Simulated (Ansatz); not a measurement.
Consider Ag (slab).

Input

```
crystal:
  lattice:
    - [2.8709531734, 0.0, 0.0]
    - [-1.4354765867, 2.4863183812, 0.0]
    - [0.0, 0.0, 33.6761177685]
  atoms:
    - { symbol: Ag, position: [0.3333333333, 0.6666666667, 0.2227097569] }
    - { symbol: Ag, position: [0.0, 0.0, 0.2920323176] }
    - { symbol: Ag, position: [0.6666666667, 0.3333333333, 0.3613548784] }
    - { symbol: Ag, position: [0.0, 0.0, 0.4306774392] }
    - { symbol: Ag, position: [0.3333333333, 0.6666666667, 0.5] }
    - { symbol: Ag, position: [0.0, 0.0, 0.5693225608] }
    - { symbol: Ag, position: [0.6666666667, 0.3333333333, 0.6386451216] }
    - { symbol: Ag, position: [0.0, 0.0, 0.7079676824] }
    - { symbol: Ag, position: [0.3333333333, 0.6666666667, 0.7772902431] }
basis:
  ecutwfc: 420
kpoints:
  mp_grid: { grid: [12, 12, 1] }
hamiltonian:
  xc: pbesol
scf:
  occupations: { method: gaussian, width: 0.1 }
output:
  forces: true
  eigenvalues: true
  write_density: true
  write_potential: true
  elf: true
  volumetric_format: npy
relax:
  adjacent_minimum: "off"
  f_tol: 0.02
  max_steps: 60
efield:
  axis: 3
  dipole_correction: true
  ramp_width: 0.04
```

Launched as:

```sh
ansatz run input.yaml --threads 2 --pin off --max-ram 5120MiB --backend cpu --events-out ev --progress --plain --runs-dir out
```

The fields are those of the relaxed geometry.

Computed without spin polarisation.

The calculation used DFT PBEsol, scalar-relativistic, plane waves, PAW (Ansatz).

> What can the converged valence pseudo-density and electron localisation function tell about the bonding?

Ag–Ag (2.87 Å): ρ at the midpoint is about 0.23 e/Å³; the ELF is about 0.15 at the midpoint: no localised pair shows between them.

> Does the calculation give a band gap?

It is gapless in this calculation (a metal or semimetal).

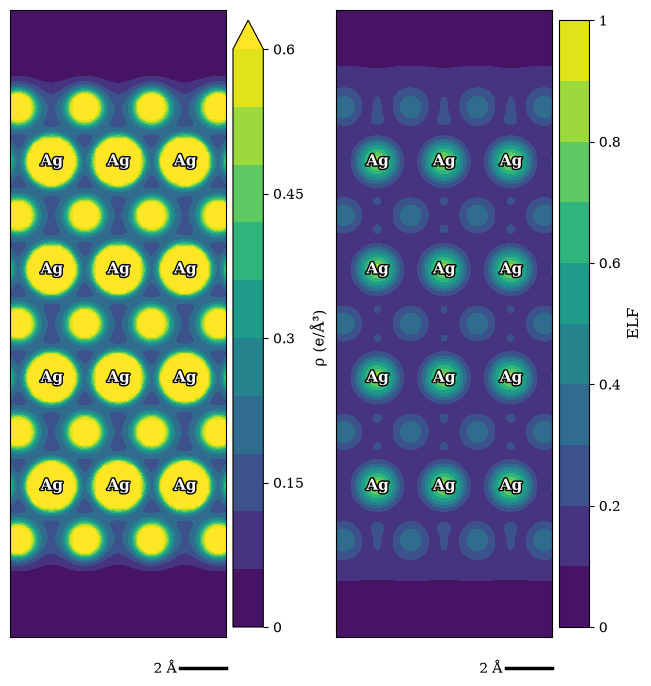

Computed valence pseudo-density and electron localisation function on the (11̄0) plane of the calculation cell, a cut from vacuum to vacuum, in this order. Atoms just off the plane (Ag, 0.8 Å away) can leave unmarked features too.
